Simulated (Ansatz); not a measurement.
**MnSi47 (cell charge +1, with a compensating background) (cell with a defect): density, localisation and related maps**

Input file:

```
crystal:
  lattice:
    - [-3.8512806405, -6.6706137437, 6.3650226989]
    - [7.7025612811, 1.0e-10, 6.3650226989]
    - [-3.8512806406, 6.6706137436, 6.3650226989]
  atoms:
    - { symbol: Mn, position: [0.5255269516, 0.1921936183, 0.3588602849], spin: 4.0 }
    - { symbol: Si, position: [0.3553085535, 0.0214163124, 0.6842883086] }
    - { symbol: Si, position: [0.6868254768, 0.3532468812, 0.0252634302] }
    - { symbol: Si, position: [0.3547496457, 0.517621642, 0.1886418868] }
    - { symbol: Si, position: [0.6865802146, 0.8585967635, 0.5201588101] }
    - { symbol: Si, position: [0.8509549753, 0.0219752201, 0.1880829791] }
    - { symbol: Si, position: [0.1919300969, 0.3534921434, 0.5199135479] }
    - { symbol: Si, position: [0.5207444007, 0.6881459764, 0.8543873287] }
    - { symbol: Si, position: [0.0210539953, 0.1874110673, 0.8548126431] }
    - { symbol: Si, position: [0.0214793097, 0.687720662, 0.354077734] }
    - { symbol: Si, position: [0.8549943827, 0.5216610494, 0.6883277161] }
    - { symbol: Si, position: [0.1870402107, 0.8537068774, 0.0203735441] }
    - { symbol: Si, position: [0.6894233177, 0.5234674801, 0.3566443752] }
    - { symbol: Si, position: [0.5233110419, 0.3560899843, 0.6901341468] }
    - { symbol: Si, position: [0.8538087703, 0.6871298276, 0.0214109921] }
    - { symbol: Si, position: [0.5197819404, 0.8511293526, 0.186372781] }
    - { symbol: Si, position: [0.8568008135, 0.1899777086, 0.522756651] }
    - { symbol: Si, position: [0.0206153301, 0.3538412128, 0.1880002823] }
    - { symbol: Si, position: [0.354666949, 0.6872819968, 0.5205078794] }
    - { symbol: Si, position: [0.6871745461, 0.0213336157, 0.8539486635] }
    - { symbol: Si, position: [0.1880776587, 0.520475437, 0.8537964943] }
    - { symbol: Si, position: [0.184462686, 0.0197061143, 0.3531152737] }
    - { symbol: Si, position: [0.020463161, 0.8547443254, 0.6871421036] }
    - { symbol: Si, position: [0.3530394476, 0.186448607, 0.0177960193] }
    - { symbol: Si, position: [0.6495699991, 0.3162366657, 0.4829033324] }
    - { symbol: Si, position: [0.4790286536, 0.1457694438, 0.8098680145] }
    - { symbol: Si, position: [0.8119549354, 0.4790553005, 0.1477619681] }
    - { symbol: Si, position: [0.4791027771, 0.6432013478, 0.3123619869] }
    - { symbol: Si, position: [0.8123886339, 0.9810953015, 0.6452882687] }
    - { symbol: Si, position: [0.9765346812, 0.1456953202, 0.3124361104] }
    - { symbol: Si, position: [0.3144286348, 0.478621602, 0.6457219672] }
    - { symbol: Si, position: [0.6456573318, 0.8123956659, 0.9780731723] }
    - { symbol: Si, position: [0.144739839, 0.3123239984, 0.9790623325] }
    - { symbol: Si, position: [0.1457289992, 0.8114065057, 0.4789906651] }
    - { symbol: Si, position: [0.9794342044, 0.6461008711, 0.8127675378] }
    - { symbol: Si, position: [0.3113303158, 0.9779969824, 0.1446636491] }
    - { symbol: Si, position: [0.8127256112, 0.6492075662, 0.4795519115] }
    - { symbol: Si, position: [0.6462185781, 0.4793922778, 0.8158742329] }
    - { symbol: Si, position: [0.9776182469, 0.8126902879, 0.1457109867] }
    - { symbol: Si, position: [0.6399127867, 0.9783193469, 0.3093215853] }
    - { symbol: Si, position: [0.9825408995, 0.3128852448, 0.6460589445] }
    - { symbol: Si, position: [0.1452922193, 0.4783191492, 0.3126174215] }
    - { symbol: Si, position: [0.4792840881, 0.811958886, 0.6449858159] }
    - { symbol: Si, position: [0.8116524825, 0.1459507548, 0.9786255527] }
    - { symbol: Si, position: [0.3123776533, 0.6442849135, 0.9793569546] }
    - { symbol: Si, position: [0.3116526803, 0.1426549187, 0.47324612] }
    - { symbol: Si, position: [0.1460236212, 0.97904432, 0.8109515802] }
    - { symbol: Si, position: [0.475988252, 0.3065794533, 0.1449860136] }
  host:
    lattice:
      - [3.8512806406, 0.0, 0.0]
      - [-1.9256403203, 3.3353068718, 0.0]
      - [0.0, 0.0, 6.3650226989]
    atoms:
      - { symbol: Si, position: [0.3333333333, 0.6666666667, 0.0629309398] }
      - { symbol: Si, position: [0.6666666667, 0.3333333333, 0.5629309398] }
      - { symbol: Si, position: [0.3333333333, 0.6666666667, 0.4370690602] }
      - { symbol: Si, position: [0.6666666667, 0.3333333333, 0.9370690602] }
total_charge: 1
basis:
  ecutwfc: 420
  xc_grid: 2
kpoints:
  mp_grid: { grid: [2, 2, 2], shift: [0.5, 0.5, 0.5] }
hamiltonian:
  xc: pbe
scf:
  occupations: { method: gaussian, width: 0.02 }
output:
  forces: true
  stress: false
  eigenvalues: true
  populations: true
  charged_corrections:
    defect_position: [0.52097698, 0.18764365, 0.35431031]
    epsilon: [[12.6179, 0.0, 0.0], [0.0, 12.6179, 0.0], [0.0, 0.0, 13.7067]]
  write_density: true
  write_potential: true
  elf: true
  volumetric_format: npy
magnetization:
  spin_polarized: true
relax:
  adjacent_minimum: "off"
  f_tol: 0.025
  max_steps: 45
```

Command:

```sh
ansatz run input.yaml --threads 4 --pin off --max-ram 10240MiB --backend cpu --events-out ev --progress --plain --runs-dir out
```

The fields are those of the relaxed geometry.

Spin-polarised.

These are results of DFT PBE, scalar-relativistic, plane waves, PAW (Ansatz 0.2.0), not measurements.

In a PAW calculation such maps are meaningful between the atoms, not at the nuclei.

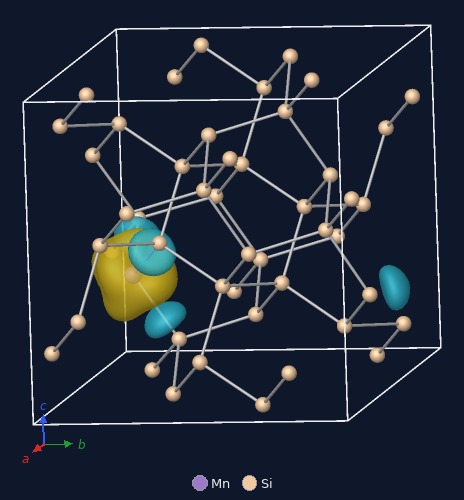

Figure 1. Isosurfaces of the spin density at +0.03 (yellow) and −0.03 e/Å³ (cyan), seen slightly off an axis. Sticks mark near contacts.

Q: Which atoms carry the moments, and with what signs?

A: The spin density sits on Mn: +2.6 μB in one cell of 48 atoms, with smaller moments on Si (up to −0.07 μB): a single local moment. The cell of the calculation (48 atoms) carries 2.0 μB of net spin moment.

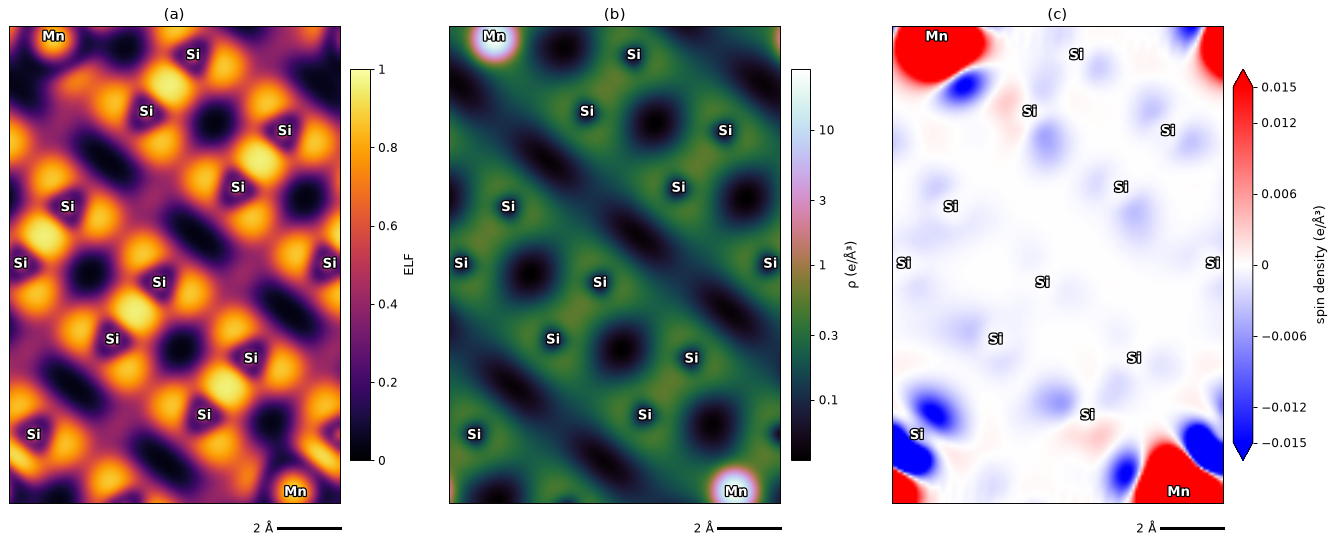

Figure 2. (a) ELF; (b) valence pseudo-density; (c) spin density (up minus down) on the (101̄) plane of the calculation cell.

Q: What do the fields say about this system?

A: The section cuts through Mn and Si sites. Si–Si (2.38 Å): ρ is about 0.55 e/Å³ halfway; the ELF peaks at about 0.95 between the atoms, as expected for localised, covalent bonding. Between the atoms the lowest density in this plane is 0.04 e/Å³. The features right at Mn lie inside the PAW spheres, where the map follows smoothed inner orbitals and isn't to be read closely.

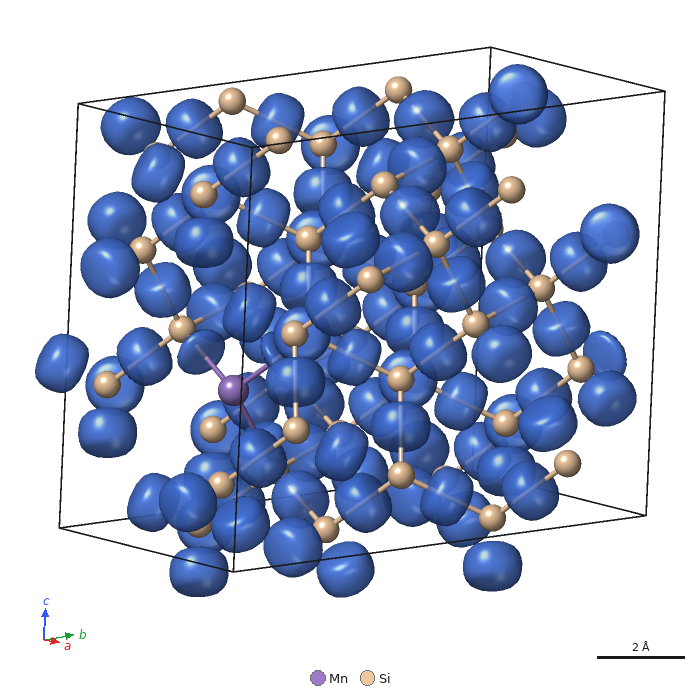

Figure 3. Isosurface of the ELF at 0.8 (blue), seen slightly off an axis. Only the valence region is drawn (cores and ρ < 0.01 e/Å³ removed). Sticks mark near contacts.

Q: Where are the electrons localised?

A: The surface consists of 92 regions between bonded Si–Si atoms (shared pairs) and four lobes of the valence shell of Si pointing towards Mn (polar bonds), counted in one cell of 48 atoms. Any copies at cell faces, edges or corners count once. Along the contacts the grid gives the following. Si–Si (2.36 Å): the ELF peaks at about 0.95 between the atoms; localised, covalent bonding. Mn–Si (2.39 Å): the ELF peaks at about 0.90 between the atoms.

Q: Metal or insulator at this level of theory?

A: It is gapped, with a Kohn–Sham gap of 0.34 eV on the k-point mesh (the band edges may lie off the mesh, which would make the gap smaller).
